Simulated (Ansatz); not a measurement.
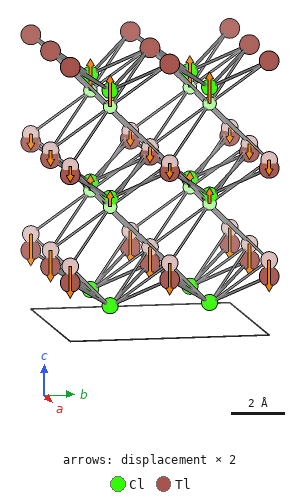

A relaxation of a slab of composition TlCl (cut from the Pm-3m phase). The starting structure is drawn faded, the final one solid; orange arrows show the displacements, magnified 2 times.

The picture is a ball-and-stick view of the 2 × 2 repeat of the cell, outlined in the plane, without the vacuum, seen slightly off an axis.

Case: (1 0 0) slab, atoms relaxed. The slab is the (1 0 0) face of TlCl.

All numbers below come from DFT r2SCAN, scalar-relativistic, plane waves, PAW (Ansatz 0.2.0). (plane-wave cutoff 500 eV; k-point mesh 7 × 7 × 1; occupations gaussian; smearing width 0.05 eV; no spin polarisation; dipole correction; atoms relaxed in a fixed cell; force threshold 0.02 eV/Å; at most 60 steps)

What happened in the run?

Answer. Over 6 accepted moves (7 points after the start) the energy falls by 1.170 eV per cell of the calculation. The largest force component goes from 1.2 to 0.0028 eV/Å. The line search rejected the trial step at point 6 of the run. The largest moves relative to the layer's centre, 0.63 Å, are those of Tl and Cl atoms. By element the largest moves are Tl 0.63 Å, Cl 0.62 Å. The cell doesn't change. Near-neighbour distances that change, for instance: Cl–Tl 3.323 → 3.947 Å, Cl–Tl 3.323 → 2.993 Å.
